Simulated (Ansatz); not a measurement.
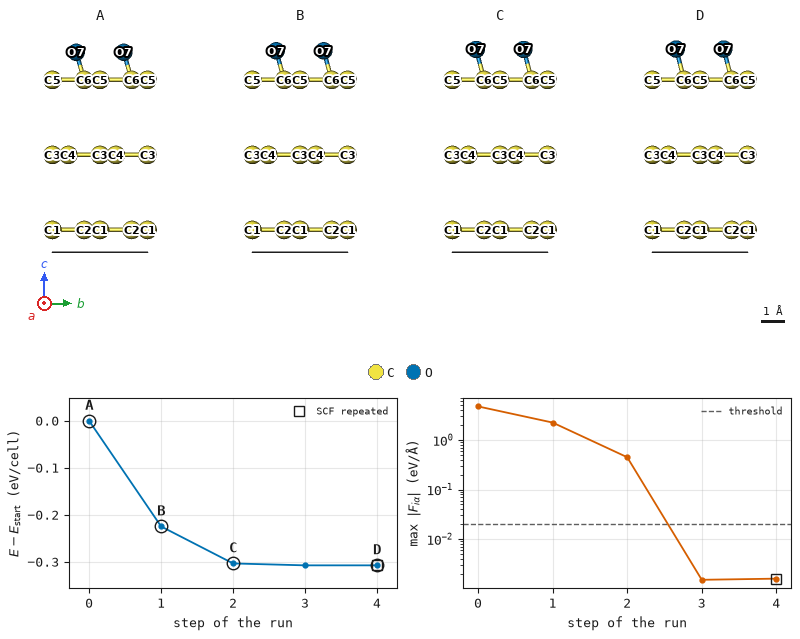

Frames of a constrained relaxation of a slab of composition C₆O (cut from the P6_3/mmc phase), marked on the history of the run. The picture is a ball-and-stick view of the 3 × 2 repeat of the cell, outlined in the plane, without the vacuum, seen along the a axis.

Case: O over the place (0/4, 2/4) of the surface cell, its height relaxed. The slab is the (0 0 1) face of C with O on it. 6 atoms are held fixed.

Level of theory: Ansatz 0.2.0, DFT PBE+D3(BJ), scalar-relativistic, plane waves, PAW. Settings: plane-wave cutoff 420 eV; k-point mesh 12 × 12 × 1; occupations gaussian; smearing width 0.1 eV; no spin polarisation; dipole correction; atoms relaxed in a fixed cell; force threshold 0.02 eV/Å; at most 25 steps.

**What happens along the run?**

O7 moves most: 0.14 Å along the normal (+c). C stays in place. The cell stays as it was. Some distances before and after: C6–O7 1.430 → 1.555 Å. Bond angles that change, for instance: C5–C6–O7 119.8° → 117.2°. The energy falls by 0.307 eV per cell of the calculation in 3 accepted moves (4 points after the start). The largest force component goes from 4.8 to 0.0016 eV/Å. 1 step only repeated the SCF at the same geometry. Cost: 80 s on 1 thread of AMD EPYC 7R43 64-Core Processor (Zen 3) (shared host), peak memory 0.46 GiB. From step 0 to 1: O7 moves most (0.06 Å), energy −0.225 eV per cell of the calculation. From step 1 to 2: O7 moves most (0.06 Å), energy −78.6 meV per cell of the calculation. From step 2 to 4: O7 moves most (0.02 Å), energy −4.1 meV per cell of the calculation.

Limits of the set-up: the periodic images lie only 2.5 Å apart, so the values are limited by the cell's size.
